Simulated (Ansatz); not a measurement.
# TiN (slab): what the fields show

Input file:

```
crystal:
  lattice:
    - [2.9726300466, 0.0, 0.0]
    - [0.0, 2.9726300466, 0.0]
    - [0.0, 0.0, 25.5098343195]
  atoms:
    - { symbol: Ti, position: [0.5, 0.5, 0.2940042615] }
    - { symbol: "N", position: [0.0, 0.0, 0.2940042615] }
    - { symbol: Ti, position: [0.0, 0.0, 0.3764025569] }
    - { symbol: "N", position: [0.5, 0.5, 0.3764025569] }
    - { symbol: Ti, position: [0.5, 0.5, 0.4588008523] }
    - { symbol: "N", position: [0.0, 0.0, 0.4588008523] }
    - { symbol: Ti, position: [0.0, 0.0, 0.5411991477] }
    - { symbol: "N", position: [0.5, 0.5, 0.5411991477] }
    - { symbol: Ti, position: [0.5, 0.5, 0.6235974431] }
    - { symbol: "N", position: [0.0, 0.0, 0.6235974431] }
    - { symbol: Ti, position: [0.0, 0.0, 0.7059957385] }
    - { symbol: "N", position: [0.5, 0.5, 0.7059957385] }
basis:
  ecutwfc: 420
kpoints:
  mp_grid: { grid: [12, 12, 1] }
hamiltonian:
  xc: pbesol
scf:
  occupations: { method: gaussian, width: 0.1 }
output:
  forces: true
  eigenvalues: true
  write_density: true
  write_potential: true
  elf: true
  volumetric_format: npy
relax:
  adjacent_minimum: "off"
  f_tol: 0.02
  max_steps: 60
efield:
  axis: 3
  dipole_correction: true
  ramp_width: 0.04
```

Launched as:

```sh
ansatz run input.yaml --threads 1 --pin off --max-ram 2560MiB --backend cpu --events-out ev --progress --plain --runs-dir out
```

The fields are those of the relaxed geometry.

Computed without spin polarisation.

These are results of DFT PBEsol, scalar-relativistic, plane waves, PAW in Ansatz, not measurements.

The density is the valence pseudo-density of a PAW calculation; it isn't the true density close to the nuclei.

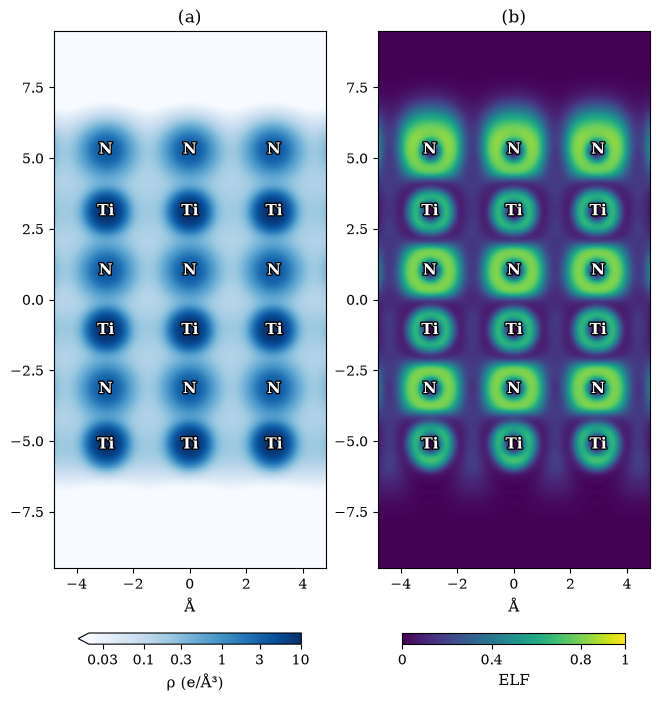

Figure 1. (a) valence pseudo-density; (b) ELF on the (010) plane of the calculation cell, a cut from vacuum to vacuum.

> Interpret the plot.

The section cuts through Ti and N sites.
Ti–N (1.96 Å): the density is about 0.74 e/Å³ at the midpoint; the ELF peaks at about 0.80 in the valence shell of N, 0.6 Å from its nucleus, and is about 0.25 at the midpoint: no localised pair shows between them.
Ti–N (2.08 Å): the density is about 0.54 e/Å³ at the midpoint; the ELF peaks at about 0.80 in the valence shell of N, 0.6 Å from its nucleus, and is about 0.15 at the midpoint; no localised pair shows between them.
Ti–N (2.18 Å): ρ is about 0.47 e/Å³ halfway; the ELF peaks at about 0.80 in the valence shell of N, 0.7 Å from its nucleus, and is about 0.20 at the midpoint (no localised pair shows between them).
Ti–Ti (2.97 Å): ρ at the midpoint is about 0.21 e/Å³; the ELF is about 0.15 at the midpoint; no localised pair shows between them.
The density dies away to nearly zero in the vacuum.
The features right at Ti lie inside the PAW spheres, where the map follows smoothed inner orbitals and isn't to be read closely.

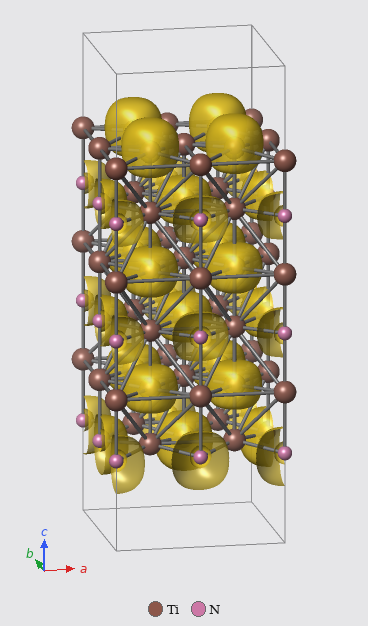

Figure 2. Isosurface of the electron localisation function at 0.6 (yellow), seen slightly off an axis. Only the valence region is drawn (cores and ρ < 0.01 e/Å³ removed). Sticks mark near contacts.

> What do the ELF domains correspond to?

The surface consists of six regions wrapped around N (the valence shell of each), counted in one cell of 12 atoms. Counts are for one cell; the picture repeats the cell along the surface. Along the contacts the grid gives the following. Ti–Ti (2.90 Å): the ELF is about 0.20 at the midpoint; no shared electron pair shows on this line.

> Does the calculation give a band gap?

It is metallic or semimetallic at this level of theory: no gap opens.
